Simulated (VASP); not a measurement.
# Band edges against the vacuum: AlN(110), part 2 of 3

Aim: ionisation energy and electron affinity of AlN(110), from a slab and a bulk run lined up through core potentials. The cell is generated by rule, not measured, and may not be a known phase.

VASP 6.6.1, plane waves and PAW; the level of theory is named at each step.

So far, gap on the k-mesh (eV): step 3 (band edges of the bulk) 3.36.

The structure was built from a prototype and need not be the compound's stable phase.

### Step 4. Surface relaxation

This step: PBE; plane waves and PAW (Al, N) (VASP 6.6.1).

System of this step: AlN(110). The cell holds 18 atoms: 9 Al and 9 N. Its edges and angles: a = 3.112 Å, b = 4.401 Å, c = 28.448 Å, α = 90.0°, β = 90.0°, γ = 90.0°. It derives from AlN. 9 layers, cut at this functional's lattice. Vacuum lies along c.

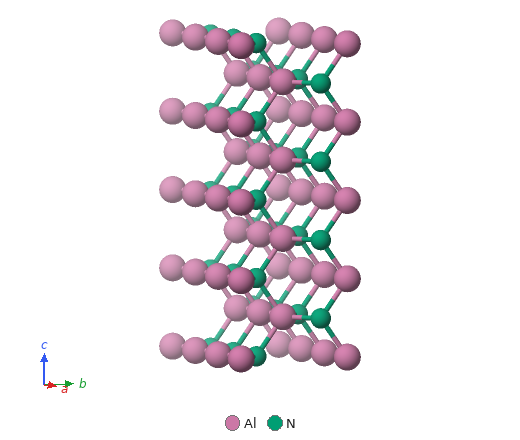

The cell of this step (aluminium pink, nitrogen teal). 3×1×1 cells are drawn. Some periodic images of atoms are drawn too.

All atoms relax at the fixed cell.

INCAR reads:

```
SYSTEM = AlN
PREC = Normal
ENCUT = 440
EDIFF = 1E-05
NELM = 120
ISMEAR = 0
SIGMA = 0.03
LREAL = Auto
ALGO = Fast
GGA = PE
NBANDS = 54
LORBIT = 11
LWAVE = .FALSE.
LCHARG = .FALSE.
KPAR = 4
IBRION = 2
NSW = 60
ISIF = 2
EDIFFG = -0.03
POTIM = 0.4
MAXMIX = 40
IDIPOL = 3
LDIPOL = .TRUE.
DIPOL = 0.5 0.5 0.5
```

POSCAR reads:

```
AlN
1.0
    3.1120094763      0.0000000000      0.0000000000
    0.0000000000      4.4010460076      0.0000000000
    0.0000000000      0.0000000000     28.4480379052
Al N
9 9
Direct
    0.0000000000      0.0000000000      0.2812144700
    0.5000000000      0.5000000000      0.3359108600
    0.0000000000      0.0000000000      0.3906072400
    0.5000000000      0.5000000000      0.4453036200
    0.0000000000      0.0000000000      0.5000000000
    0.5000000000      0.5000000000      0.5546963800
    0.0000000000      0.0000000000      0.6093927600
    0.5000000000      0.5000000000      0.6640891400
    0.0000000000      0.0000000000      0.7187855300
    0.0000000000      0.7500000000      0.3359108600
    0.5000000000      0.2500000000      0.2812144700
    0.0000000000      0.7500000000      0.4453036200
    0.5000000000      0.2500000000      0.3906072400
    0.0000000000      0.7500000000      0.5546963800
    0.5000000000      0.2500000000      0.5000000000
    0.0000000000      0.7500000000      0.6640891400
    0.5000000000      0.2500000000      0.6093927600
    0.5000000000      0.2500000000      0.7187855300
```

KPOINTS reads:

```
Automatic mesh
0
Gamma
8 6 1
0 0 0
```

PAW data sets: Al and N (PBE family, release 64).

Run with:

```bash
mpirun -np 4 vasp_std
```

The program printed:

```text
[banner, memory and clock lines left out]
running    4 mpi-ranks, on    1 nodes
 distrk:  each k-point on    1 cores,    4 groups
 distr:  one band on    1 cores,    1 groups

 POSCAR found type information on POSCAR AlN
 POSCAR found :  2 types and      18 ions
 LDA part: xc-table for (Slater+PW92), standard interpolation
 POSCAR, INCAR and KPOINTS ok, starting setup
 FFT: planning ... GRIDC
 FFT: planning ... GRID_SOFT
 FFT: planning ... GRID
 WAVECAR not read
 entering main loop
       N       E                     dE             d eps       ncg     rms          rms(c)
DAV:   1     0.418860892058E+03    0.41886E+03   -0.27558E+04  2184   0.966E+02
DAV:   2    -0.842903446338E+02   -0.50315E+03   -0.48227E+03  2954   0.238E+02
DAV:   3    -0.150838169675E+03   -0.66548E+02   -0.65777E+02  2656   0.902E+01
DAV:   4    -0.153040095180E+03   -0.22019E+01   -0.21967E+01  2776   0.196E+01
DAV:   5    -0.153098445833E+03   -0.58351E-01   -0.58318E-01  2860   0.293E+00    0.261E+01
RMM:   6    -0.129015562674E+03    0.24083E+02   -0.76166E+01  2160   0.265E+01    0.880E+00
RMM:   7    -0.129113180768E+03   -0.97618E-01   -0.81902E+00  2160   0.110E+01    0.633E+00
RMM:   8    -0.128867098948E+03    0.24608E+00   -0.10144E+00  2160   0.346E+00    0.139E+00
RMM:   9    -0.128862662839E+03    0.44361E-02   -0.29795E-01  2214   0.166E+00    0.669E-01
RMM:  10    -0.128862517170E+03    0.14567E-03   -0.85857E-02  2186   0.922E-01    0.345E-01
RMM:  11    -0.128863643570E+03   -0.11264E-02   -0.19869E-02  2162   0.525E-01    0.126E-01
RMM:  12    -0.128863406376E+03    0.23719E-03   -0.88044E-03  2301   0.262E-01    0.766E-02
RMM:  13    -0.128864494544E+03   -0.10882E-02   -0.22876E-03  2190   0.150E-01    0.435E-02
RMM:  14    -0.128864948435E+03   -0.45389E-03   -0.11104E-03  2239   0.853E-02    0.329E-02
RMM:  15    -0.128865915824E+03   -0.96739E-03   -0.40268E-04  2121   0.577E-02    0.221E-02
RMM:  16    -0.128866015073E+03   -0.99249E-04   -0.20809E-04  2129   0.384E-02    0.853E-03
RMM:  17    -0.128866168582E+03   -0.15351E-03   -0.73887E-05  1733   0.217E-02    0.902E-03
RMM:  18    -0.128866256207E+03   -0.87625E-04   -0.30150E-05  1580   0.130E-02    0.383E-03
RMM:  19    -0.128866359818E+03   -0.10361E-03   -0.99853E-06  1495   0.729E-03    0.189E-03
RMM:  20    -0.128866434846E+03   -0.75028E-04   -0.77128E-06  1313   0.513E-03    0.172E-03
RMM:  21    -0.128866463844E+03   -0.28998E-04   -0.26207E-06   974   0.356E-03    0.466E-04
RMM:  22    -0.128866477070E+03   -0.13226E-04   -0.14340E-06   914   0.300E-03    0.238E-04
RMM:  23    -0.128866479380E+03   -0.23104E-05   -0.54474E-07   817   0.250E-03
   1 F= -.12886648E+03 E0= -.12886648E+03  d E =-.128866E+03
 curvature:   0.00 expect dE= 0.000E+00 dE for cont linesearch  0.000E+00
 trial: gam= 0.00000 g(F)=  0.112E+01 g(S)=  0.000E+00 ort = 0.000E+00 (trialstep = 0.100E+01)
 search vector abs. value=  0.112E+01
 bond charge predicted
       N       E                     dE             d eps       ncg     rms          rms(c)
DAV:   1    -0.129574308790E+03   -0.70783E+00   -0.51847E+01  2528   0.282E+01    0.151E+00
RMM:   2    -0.129604860816E+03   -0.30552E-01   -0.87852E-01  2160   0.352E+00    0.808E-01
RMM:   3    -0.129606863123E+03   -0.20023E-02   -0.10400E-01  2162   0.128E+00    0.536E-01
RMM:   4    -0.129612269822E+03   -0.54067E-02   -0.29049E-02  2166   0.638E-01    0.110E-01
RMM:   5    -0.129614619441E+03   -0.23496E-02   -0.60723E-03  2210   0.292E-01    0.867E-02
RMM:   6    -0.129615005183E+03   -0.38574E-03   -0.18605E-03  2262   0.150E-01    0.823E-02
RMM:   7    -0.129614971303E+03    0.33881E-04   -0.96795E-04  2160   0.110E-01    0.210E-02
RMM:   8    -0.129615014044E+03   -0.42741E-04   -0.13485E-04  2200   0.489E-02    0.188E-02
RMM:   9    -0.129615009742E+03    0.43016E-05   -0.35039E-05  1729   0.225E-02
   2 F= -.12961501E+03 E0= -.12961501E+03  d E =-.748530E+00
[... from here on, the cycles between the ionic steps are left out ...]
   3 F= -.12968786E+03 E0= -.12968786E+03  d E =-.821383E+00
   4 F= -.12979248E+03 E0= -.12979248E+03  d E =-.104617E+00
   5 F= -.12980521E+03 E0= -.12980521E+03  d E =-.117348E+00
   6 F= -.12982097E+03 E0= -.12982097E+03  d E =-.157620E-01
   7 F= -.12982119E+03 E0= -.12982119E+03  d E =-.159757E-01
   8 F= -.12982659E+03 E0= -.12982659E+03  d E =-.540296E-02
   9 F= -.12982662E+03 E0= -.12982662E+03  d E =-.543322E-02
  10 F= -.12982922E+03 E0= -.12982922E+03  d E =-.260166E-02
  11 F= -.12982983E+03 E0= -.12982983E+03  d E =-.320661E-02
  12 F= -.12983159E+03 E0= -.12983159E+03  d E =-.176322E-02
  13 F= -.12983255E+03 E0= -.12983255E+03  d E =-.272518E-02
  14 F= -.12983404E+03 E0= -.12983404E+03  d E =-.148959E-02
  15 F= -.12983421E+03 E0= -.12983421E+03  d E =-.165321E-02
  16 F= -.12983425E+03 E0= -.12983425E+03  d E =-.169471E-02
 curvature:  -2.17 expect dE=-0.170E-02 dE for cont linesearch -0.576E-06
 trial: gam= 0.33269 g(F)=  0.785E-03 g(S)=  0.000E+00 ort = 0.401E-04 (trialstep = 0.112E+01)
 search vector abs. value=  0.148E-02
 bond charge predicted
       N       E                     dE             d eps       ncg     rms          rms(c)
DAV:   1    -0.129834673791E+03   -0.43313E-03   -0.82801E-02  2300   0.125E+00    0.580E-02
RMM:   2    -0.129834593825E+03    0.79966E-04   -0.13614E-03  2160   0.155E-01    0.544E-02
RMM:   3    -0.129834765504E+03   -0.17168E-03   -0.19325E-04  2160   0.584E-02    0.392E-02
RMM:   4    -0.129834765439E+03    0.65465E-07   -0.75360E-05  2096   0.310E-02
  17 F= -.12983477E+03 E0= -.12983477E+03  d E =-.518849E-03
 trial-energy change:   -0.000519  1 .order   -0.000490   -0.000891   -0.000090
 step:   1.2421(harm=  1.2421)  dis= 0.00378  next Energy=  -129.834742 (dE=-0.495E-03)
 reached required accuracy - stopping structural energy minimisation
```

Wall time 8.2 min (4 MPI ranks of AMD EPYC 7R43, shared host); peak memory 1.4 GiB; 33 min of CPU time.

Parts of OUTCAR (step 4):

```text
  LATTYP: Found a simple orthorhombic cell.
 ALAT       =     3.1120094763
 B/A-ratio  =     1.4142135624
 C/A-ratio  =     9.1413725189

 Subroutine GETGRP returns: Found  4 space group operations
 (whereof  4 operations were pure point group operations)

The static configuration has the point symmetry C_2v.

 Found     20 irreducible k-points:

   k-points           NKPTS =     20   k-points in BZ     NKDIM =     20   number of bands    NBANDS=     54

   dimension x,y,z NGX =    16 NGY =   24 NGZ =  150
   dimension x,y,z NGXF=    32 NGYF=   48 NGZF=  300

   ENCUT  =  440.0 eV  32.34 Ry    5.69 a.u.   5.32  7.53 48.66*2*pi/ulx,y,z

   NELECT =      72.0000    total number of electrons

 dipolmoment           0.000000      0.000000      0.000000 electrons x Angstroem

 E-fermi :   0.4122

 k-point     1 :       0.0000    0.0000    0.0000
  band No.  band energies     occupation
    ...
     32      -0.4474      2.00000
     33      -0.3450      2.00000
     34      -0.3108      2.00000
     35      -0.0926      2.00000
     36      -0.0468      2.00000
     37       2.9073      0.00000
     38       3.1208      0.00000
     39       3.3148      0.00000
     40       4.0790      0.00000
     41       4.5567      0.00000
    ...

 k-point     2 :       0.1250    0.0000    0.0000
  band No.  band energies     occupation
    ...
     32      -0.8085      2.00000
     33      -0.6556      2.00000
     34      -0.6160      2.00000
     35      -0.0926      2.00000
     36      -0.0326      2.00000
     37       3.3383      0.00000
     38       3.4464      0.00000
     39       3.9112      0.00000
     40       4.5768      0.00000
     41       4.9392      0.00000
    ...

  Total        1.6375392     -1.3963145     -2.0584963      0.0000000      0.0000000      0.0000000
  in kB        6.7336907     -5.7417553     -8.4646992      0.0000000      0.0000000      0.0000000
  external PRESSURE =      -2.4909213 kB  Pullay stress =       0.0000000 kB

  energy-cutoff  :      440.00
  volume of cell :      389.63
      direct lattice vectors                 reciprocal lattice vectors
     3.112009476  0.000000000  0.000000000     0.321335782  0.000000000  0.000000000
     0.000000000  4.401046008  0.000000000     0.000000000  0.227218711  0.000000000
     0.000000000  0.000000000 28.448037905     0.000000000  0.000000000  0.035151809

 POSITION                                       TOTAL-FORCE (eV/Angst)
 -----------------------------------------------------------------------------------
      0.00000      0.17923      8.19096         0.000000     -0.011623      0.012915
      1.55600      2.18817      9.49851         0.000000     -0.005677     -0.011200
      0.00000      4.38576     11.11518        -0.000000      0.006055      0.011323
      1.55600      2.17916     12.66087         0.000000     -0.004626     -0.003320
      0.00000      4.38093     14.22402         0.000000      0.025978     -0.000000
      1.55600      2.17916     15.78717         0.000000     -0.004626      0.003320
      0.00000      4.38576     17.33286        -0.000000      0.006055     -0.011323
      1.55600      2.18817     18.94953         0.000000     -0.005677      0.011200
      0.00000      0.17923     20.25708         0.000000     -0.011623     -0.012915
      0.00000      3.27112      9.53473         0.000000      0.001005      0.024124
      1.55600      1.05006      8.00204         0.000000     -0.004883     -0.007724
      0.00000      3.28120     12.66377        -0.000000      0.005387      0.010130
      1.55600      1.08877     11.09970         0.000000     -0.001111      0.024892
      0.00000      3.28120     15.78426        -0.000000      0.005387     -0.010130
      1.55600      1.08178     14.22402         0.000000      0.004967     -0.000000
      0.00000      3.27112     18.91330        -0.000000      0.001005     -0.024124
      1.55600      1.08877     17.34834         0.000000     -0.001111     -0.024892
      1.55600      1.05006     20.44600         0.000000     -0.004883      0.007724
 -----------------------------------------------------------------------------------
    total drift:                                0.000000      0.057509     -0.000022

  FREE ENERGIE OF THE ION-ELECTRON SYSTEM (eV)
  ---------------------------------------------------
  free  energy   TOTEN  =      -129.8347654388 eV

  energy  without entropy=     -129.8347654388  energy(sigma->0) =     -129.83476544

 vacuum level on the upper side and lower side of the slab         5.796         5.796

 total charge
# of ion       s       p       d       tot
------------------------------------------
    1        0.403   0.437   0.000   0.839
    2        0.365   0.435   0.000   0.800
    3        0.366   0.431   0.000   0.797
    4        0.367   0.434   0.000   0.801
    5        0.367   0.433   0.000   0.799
    6        0.367   0.434   0.000   0.801
    7        0.366   0.431   0.000   0.797
    8        0.365   0.435   0.000   0.800
    9        0.403   0.437   0.000   0.839
   10        1.233   2.598   0.000   3.831
   11        1.244   2.549   0.000   3.794
   12        1.229   2.600   0.000   3.829
   13        1.230   2.590   0.000   3.819
   14        1.229   2.600   0.000   3.829
   15        1.229   2.598   0.000   3.827
   16        1.233   2.598   0.000   3.831
   17        1.230   2.590   0.000   3.819
   18        1.244   2.549   0.000   3.794
--------------------------------------------------
tot         14.470  27.178   0.000  41.648

[... 1 part as in an earlier step ...]

[... 7 further parts left out ...]
```

The run keeps the 4 symmetry operations of its start, so it cannot find a distortion of lower symmetry.

Step by step:

```csv
step,energy less that of the first step (eV),largest force (eV/Å)
1,0.0000,3.0645
2,-0.7485,1.2912
3,-0.8214,0.9063
4,-0.9260,0.3527
5,-0.9387,0.3979
6,-0.9545,0.2299
7,-0.9547,0.2063
8,-0.9601,0.1073
9,-0.9601,0.1162
10,-0.9627,0.0609
11,-0.9633,0.0951
12,-0.9651,0.0623
13,-0.9661,0.1244
14,-0.9676,0.0575
15,-0.9677,0.0642
16,-0.9678,0.0671
17,-0.9683,0.0260
```

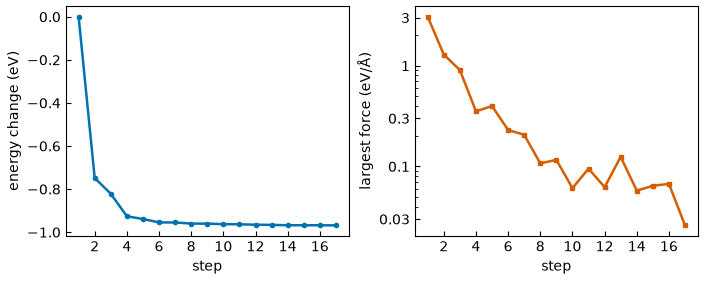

Energy and largest force along the relaxation.

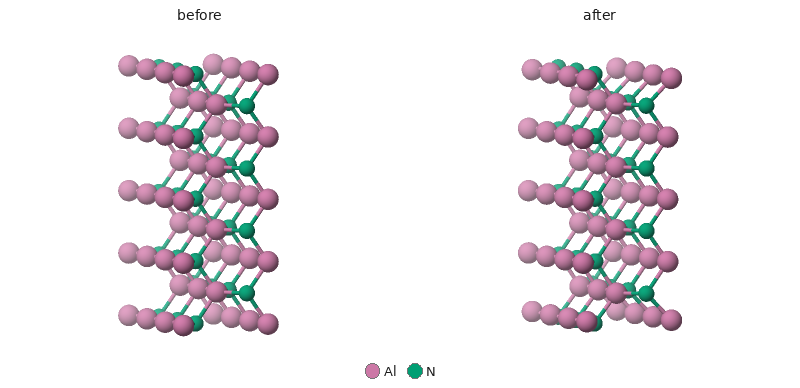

The structure before and after the relaxation, drawn at the same scale.

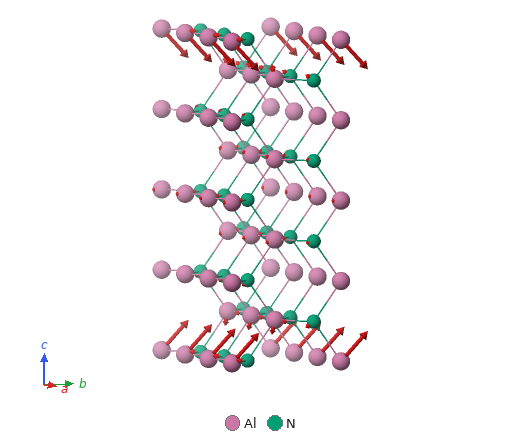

Displacements in the relaxation, exaggerated; the longest in the cell stands for 0.26 Å. 3×1×1 cells are drawn. Some periodic images of atoms are drawn too.

The atoms that moved most (Å):

```
atom     dx      dy      dz  length
 Al1  0.000   0.179   0.191   0.262
 Al9  0.000   0.179  -0.191   0.262
 Al2  0.000  -0.012  -0.057   0.059
 Al8  0.000  -0.012   0.057   0.059
 N11  0.000  -0.050   0.002   0.050
 N18  0.000  -0.050  -0.002   0.050
 N16  0.000  -0.030   0.021   0.036
 N10  0.000  -0.030  -0.021   0.036
```

The relaxed structure:

```xyz
18
Lattice="3.1120 0.0000 0.0000 0.0000 4.4010 0.0000 0.0000 0.0000 28.4480" Properties=species:S:1:pos:R:3
Al    0.0000    0.1792    8.1910
Al    1.5560    2.1882    9.4985
Al    0.0000   -0.0153   11.1152
Al    1.5560    2.1792   12.6609
Al    0.0000   -0.0201   14.2240
Al    1.5560    2.1792   15.7872
Al    0.0000   -0.0153   17.3329
Al    1.5560    2.1882   18.9495
Al    0.0000    0.1792   20.2571
N     0.0000    3.2711    9.5347
N     1.5560    1.0501    8.0020
N     0.0000    3.2812   12.6638
N     1.5560    1.0888   11.0997
N     0.0000    3.2812   15.7843
N     1.5560    1.0818   14.2240
N     0.0000    3.2711   18.9133
N     1.5560    1.0888   17.3483
N     1.5560    1.0501   20.4460
```

This step gave:

```
electronic cycles              : 122
electrons                      : 72
free energy (TOTEN)            : -129.8348 eV
Fermi energy                   : 0.4122 eV
dipole moment                  : 0, 0, 0 e·Å
gap on the k-mesh              : 2.650 eV
least direct gap on the k-mesh : 2.786 eV
```

The run ended after 17 ionic steps, 0.968 eV below its first step, once the forces on the free atoms met EDIFFG = -0.03.

[end of part 2 of 3]

[Lines on the potential files, build, host, timing and source positions are cut from VASP's logs without a mark.]

[Logs are printed without paths, hosts, clocks, repeated set-up lines and the standing remarks that a program may print on its own settings, such as how far it seeks lower states.]

[Hosts, paths, dates, database ids (printed as entryN), source tags and the programs' standing remarks are cut or masked in the printed files.]

[Runs that stopped without an error message from VASP are left out.]
